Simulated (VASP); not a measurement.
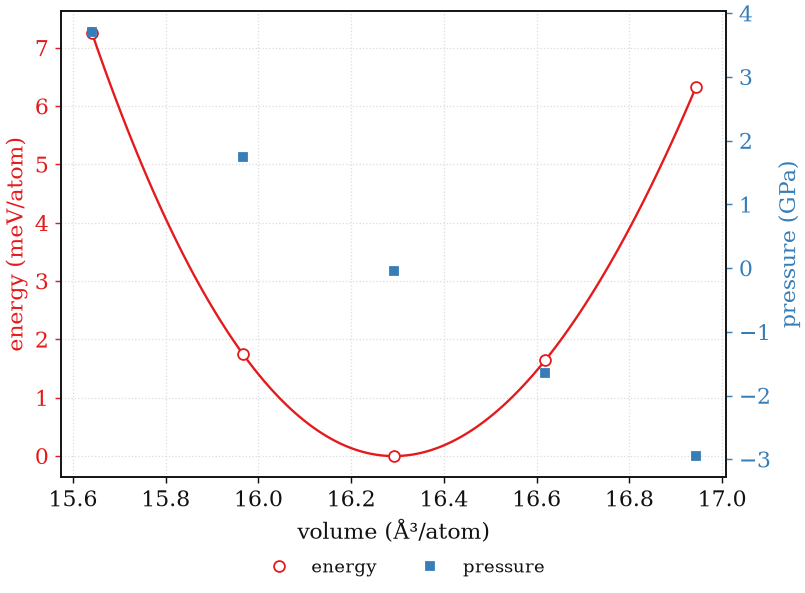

The figure shows the energy and pressure against volume for Al, space group Im-3m (No. 229).

Cell as given: a = 2.766 Å, b = 2.766 Å, c = 2.766 Å, α = 109.47°, β = 109.47°, γ = 109.47°; 1 atom.

Method: plane-wave DFT, no spin polarisation; energies at scaled volumes of the given cell, shape and fractions fixed, counted from the fit's minimum, third-order Birch-Murnaghan fit (VASP 6.6.1). Level: r2SCAN.

- k mesh: 10×10×10
- occupations: Fermi–Dirac
- smearing width: 0.05 eV
- potentials: VASP PAW PBE potentials, recommended
- wave cutoff: 520 eV

### How stiff is the solid, and where is its volume at rest?

A third-order Birch–Murnaghan fit gives V0 = 16.29 Å³/atom, B0 = 83.3 GPa and B′ = 4.2.

### How does the pressure vary with volume?

It falls from 3.70 GPa at volume 15.64 Å³/atom to −2.95 GPa at 16.94 Å³/atom, and changes sign near 16.28 Å³/atom.
